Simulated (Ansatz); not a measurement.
**TiCo3: density, localisation and related maps**

The calculation's input:

```
crystal:
  lattice:
    - [5.0389678942, 0.0, 0.0]
    - [-2.5194839471, 4.3638742052, 0.0]
    - [0.0, 0.0, 4.23854778]
  atoms:
    - { symbol: Ti, position: [0.33333333, 0.66666667, 0.25], spin: -0.34 }
    - { symbol: Ti, position: [0.66666667, 0.33333333, 0.75], spin: -0.34 }
    - { symbol: Co, position: [0.83837288, 0.16162711, 0.25], spin: 1.23 }
    - { symbol: Co, position: [0.83837288, 0.67674577, 0.25], spin: 1.23 }
    - { symbol: Co, position: [0.32325423, 0.16162711, 0.25], spin: 1.23 }
    - { symbol: Co, position: [0.16162711, 0.83837288, 0.75], spin: 1.23 }
    - { symbol: Co, position: [0.16162711, 0.32325423, 0.75], spin: 1.23 }
    - { symbol: Co, position: [0.67674577, 0.83837288, 0.75], spin: 1.23 }
basis:
  ecutwfc: 420
kpoints:
  mp_grid: { grid: [12, 12, 8] }
hamiltonian:
  xc: pbesol
scf:
  occupations: { method: gaussian, width: 0.1 }
output:
  forces: true
  stress: true
  eigenvalues: true
  populations: true
  write_density: true
  write_potential: true
  elf: true
  volumetric_format: npy
magnetization:
  spin_polarized: true
relax:
  adjacent_minimum: "off"
  f_tol: 0.005
  max_steps: 80
  cell: { stress_tol: 0.05 }
```

Command:

```sh
ansatz run input.yaml --threads 2 --pin off --max-ram 5120MiB --backend cpu --events-out ev --progress --plain --runs-dir out
```

Below, planes, directions and counts refer to the conventional cell (a = 5.04 Å, b = 5.04 Å, c = 4.08 Å, α = 90.00°, β = 90.00°, γ = 120.00°).

The fields are those of the run's last geometry, not of the input's.

Space group P6₃/mmc; a structure from a database of computed crystals, not necessarily the ambient phase; spin-polarised.

Method: Ansatz, DFT PBEsol, scalar-relativistic, plane waves, PAW.

In a PAW calculation such maps are meaningful between the atoms, not at the nuclei.

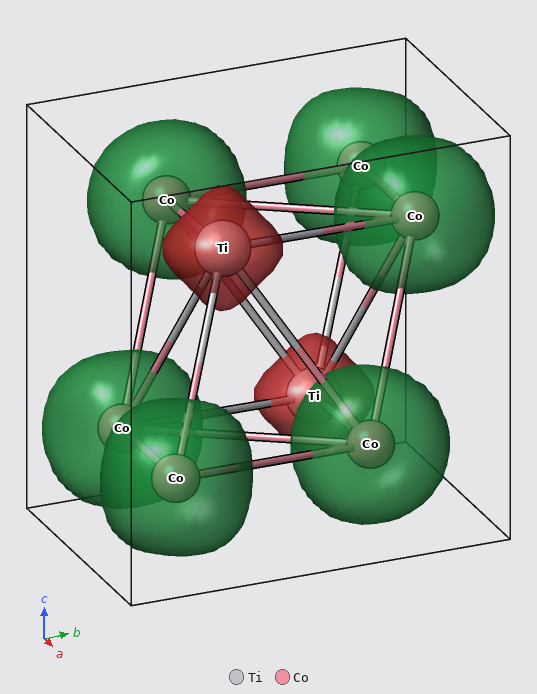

Figure 1. Isosurfaces of the spin density (up minus down) at +0.08 (green) and −0.08 e/Å³ (red), seen slightly off an axis. Sticks mark near contacts.

Where is the spin, and how is it ordered?

Answer. The spin density sits on Co: +1.0 μB (×6) in one cell of 8 atoms, with smaller moments on other sites: Ti (up to −0.24 μB): parallel moments on the main sites in this solution. The cell of the calculation (8 atoms) carries 5.5 μB of net spin moment.

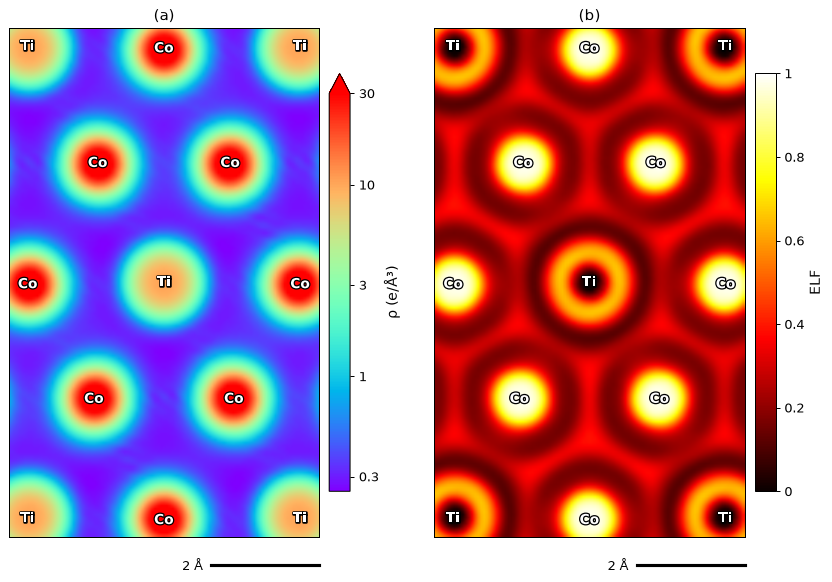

Figure 2. (a) valence pseudo-density; (b) electron localisation function on the (001) plane of the conventional cell.

What does the map show?

Answer. The plane passes through Ti and Co nuclei. Co–Co (2.45 Å): ρ is about 0.38 e/Å³ halfway; the ELF is about 0.30 at the midpoint (no shared electron pair shows on this line). Ti–Co (2.52 Å): ρ at the midpoint is about 0.33 e/Å³; the ELF is about 0.25 at the midpoint: no shared electron pair shows on this line. Co–Co (2.59 Å): ρ is about 0.36 e/Å³ halfway; the ELF is about 0.35 at the midpoint. Between the atoms the lowest density in this plane is 0.25 e/Å³. The features right at Ti and Co lie inside the PAW spheres, where the map follows smoothed inner orbitals and isn't to be read closely.

Does the calculation make it a metal, or give it a gap?

Answer. It is gapless in this calculation (a metal or semimetal).
